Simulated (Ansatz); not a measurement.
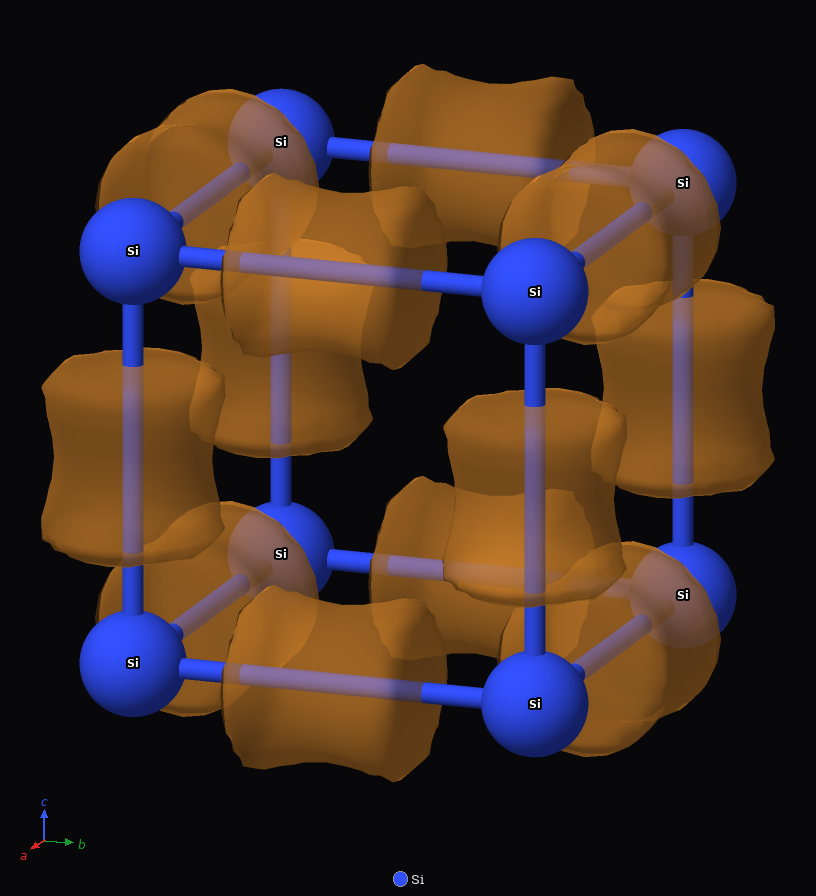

The picture shows: Si. Isosurface of the ELF at 0.7 (orange), seen slightly off an axis. Only the valence region is drawn (cores and ρ < 0.01 e/Å³ removed). Sticks mark near contacts.

Space group Pm-3m; set up as Si, simple cubic; a generated structure, not necessarily the stable one; changed on purpose from its base cell (volume × 0.92); computed pressure about 8 GPa in this cell.

Computed with DFT, BLYP, plane waves (420 eV) with PAW, scalar-relativistic in Ansatz 0.2.0.

What do the ELF domains correspond to?

At this value the surface marks out three regions between bonded Si–Si atoms, counted in one cell of 1 atoms. Any copies at cell faces, edges or corners count once. Along the contacts the grid gives the following. Si–Si (2.52 Å): the ELF peaks at about 0.85 between the atoms.
